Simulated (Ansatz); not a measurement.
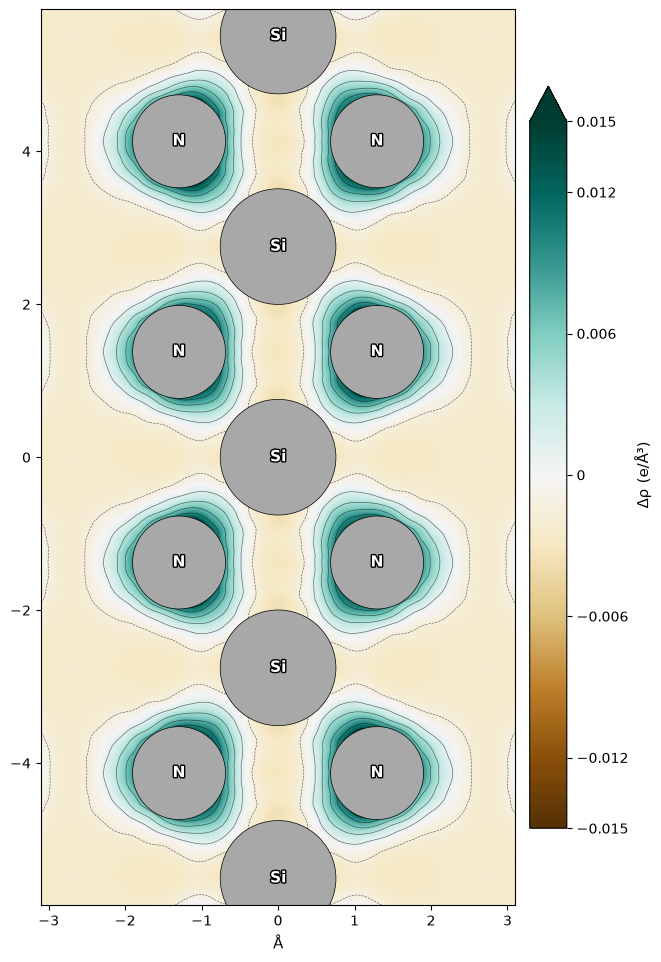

Si3N4. Difference of the valence pseudo-densities of two functionals at the same geometry, on the (110) plane of the calculation cell: one of PBE and PBEsol less the other.

Space group Fd-3m; a structure from a database of computed crystals, not necessarily the ambient phase.

Both computed with Ansatz (plane waves, PAW), on the same k-point mesh. Grey discs cover the atomic cores.

```xyz
14
Lattice="0.0000 3.8946 3.8946 3.8946 0.0000 3.8946 3.8946 3.8946 0.0000" Properties=species:S:1:pos:R:3 pbc="T T T"
Si    2.9210    2.9210    0.9737
Si    2.9210    0.9737    2.9210
Si    0.9737    2.9210    2.9210
Si    0.9737    0.9737    0.9737
Si    5.8419    5.8419    5.8419
Si    3.8946    3.8946    3.8946
N     2.8629    2.8629    2.8629
N     6.8737    4.8102    4.8102
N     4.8102    4.8102    6.8737
N     4.8102    6.8737    4.8102
N     4.9263    4.9263    2.8629
N     4.9263    2.8629    4.9263
N     6.8737    6.8737    6.8737
N     2.8629    4.9263    4.9263
```

> Which was subtracted from which, and what does the map show?

It is PBE less PBEsol. Against PBEsol, PBE gives more density around N (+0.004 e/Å³ on average at 0.8 Å from the nucleus) and less density in the space between the atoms (−0.002 e/Å³ on average).
